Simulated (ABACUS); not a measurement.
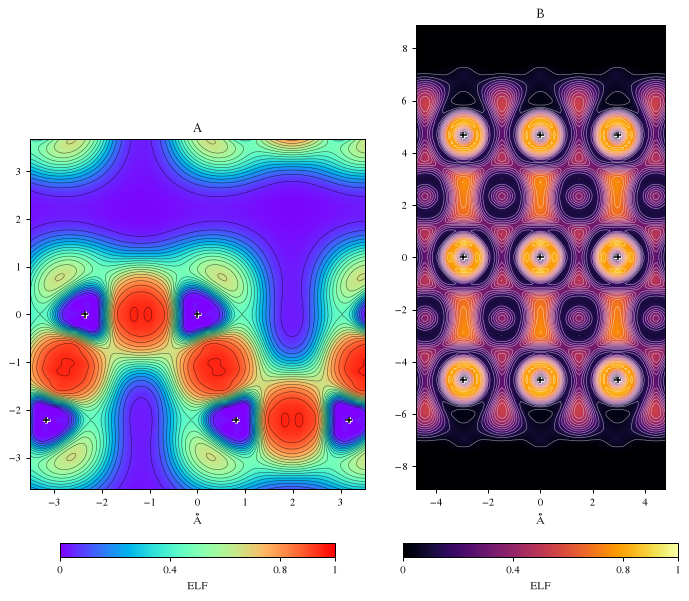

The ELF of 2 systems, each on a plane through atoms (crosses mark nuclei in the plane).

Method: Kohn-Sham DFT of a periodic cell, PBE, SG15 ONCV 1.2 PBE (ABACUS).

System 1: Ti (slab), the (11̄0) plane of the calculation cell, a cut from vacuum to vacuum. Not relaxed (largest force 0.6 eV/Å).

```cif
data_structure
_symmetry_space_group_name_H-M 'P 1'
_symmetry_Int_Tables_number 1
_cell_length_a 2.9500
_cell_length_b 2.9500
_cell_length_c 24.3720
_cell_angle_alpha 90.000
_cell_angle_beta 90.000
_cell_angle_gamma 120.000
_cell_volume 183.68
loop_
_atom_site_label
_atom_site_type_symbol
_atom_site_fract_x
_atom_site_fract_y
_atom_site_fract_z
_atom_site_occupancy
Ti1 Ti 0.33333 0.66667 0.30773 1
Ti2 Ti 0.66667 0.33333 0.40387 1
Ti3 Ti 0.33333 0.66667 0.50000 1
Ti4 Ti 0.66667 0.33333 0.59613 1
Ti5 Ti 0.33333 0.66667 0.69227 1
```

System 2: Si, the (110) plane of the conventional cell. Space group P6₃/mmc; a structure from a database of computed crystals, not necessarily the ambient phase.

```
Si
1.0
     3.83132    0.00000    0.00000
    -1.91566    3.31802    0.00000
     0.00000    0.00000    6.33262
Si
4
Direct
  0.66667 0.33333 0.93699
  0.33333 0.66667 0.06301
  0.33333 0.66667 0.43699
  0.66667 0.33333 0.56301
```

> Match each panel to its system.

Panel A is system 2, Si: the plane holds Si. Si–Si (2.35 Å): the ELF peaks at about 0.95 between the atoms (a covalent bond). Panel B is system 1, Ti: the plane holds Ti. Ti–Ti (2.95 Å): the ELF is about 0.30 at the midpoint; no localised pair shows between them.
